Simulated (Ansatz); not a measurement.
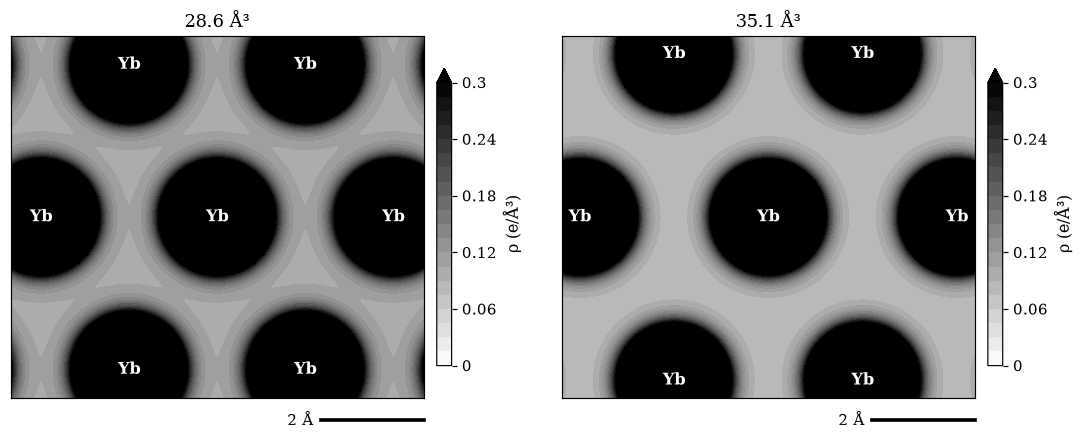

Yb. The valence electron density of cells scaled evenly to different volumes (given per atom above each panel), on the (001) plane of each (indices in the axes of the cell below), at one length scale and on one colour scale.

A generated structure, not necessarily the stable one; computed without spin polarisation; no Hubbard U on the f states and no spin–orbit coupling.

Theory: DFT, PBEsol, plane waves (420 eV) with PAW, scalar-relativistic (Ansatz 0.2.0).

The largest cell:

```
Yb
1.0
     3.67692    0.00000    0.00000
    -1.83846    3.18431    0.00000
     0.00000    0.00000   12.00327
Yb
4
Direct
  0.00000 0.00000 0.00000
  0.00000 0.00000 0.50000
  0.33333 0.66667 0.25000
  0.66667 0.33333 0.75000
```

| volume (Å³/atom) | Yb–Yb contact in the plane (Å) | ρ at its midpoint (e/Å³) | pressure (GPa) | 
| --- | --- | --- | --- |
| 28.63 | 3.434 | 0.106 | 3.3 | 
| 31.23 | 3.535 | ? | ? | 
| 35.13 | 3.677 | 0.080 | −1.4 | 

Q: Estimate the missing row, and compare with the calculation.

A: Over the known rows ln ρ falls by 1.16 per Å of Yb–Yb distance (the line through the two), which gives 0.094 e/Å³ at 3.535 Å; the calculation gives 0.094 e/Å³. For the pressure, a straight line in volume between the neighbouring rows gives 1.4 GPa; the calculation gives 0.9, lower because pressure rises ever faster on compression.
